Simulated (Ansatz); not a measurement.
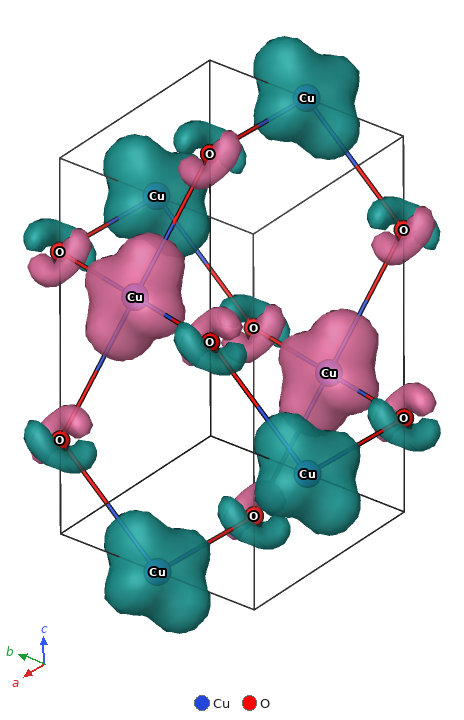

Figure. CuO. Isosurfaces of the spin density (up minus down) at +0.15 (teal) and −0.15 e/Å³ (pink), seen at an oblique angle. Sticks mark near contacts.

Space group C2/c; a structure from a database of computed crystals, not necessarily the ambient phase; Hubbard U of 4 eV on Cu d only; spin-polarised.

Theory: DFT r2SCAN+U, scalar-relativistic, plane waves, PAW in Ansatz 0.2.0.

Core electrons are frozen (PAW), and the valence fields are smoothed inside the atomic spheres.

Describe the spin distribution.

The spin density sits on Cu: +0.6 μB and −0.6 μB in one cell of 4 atoms: antiferromagnetic in this solution, which needn't be the ground state, with nearest magnetic neighbours parallel and the sign changing further off. The cell of the calculation (4 atoms) carries 0.0 μB of net spin moment.
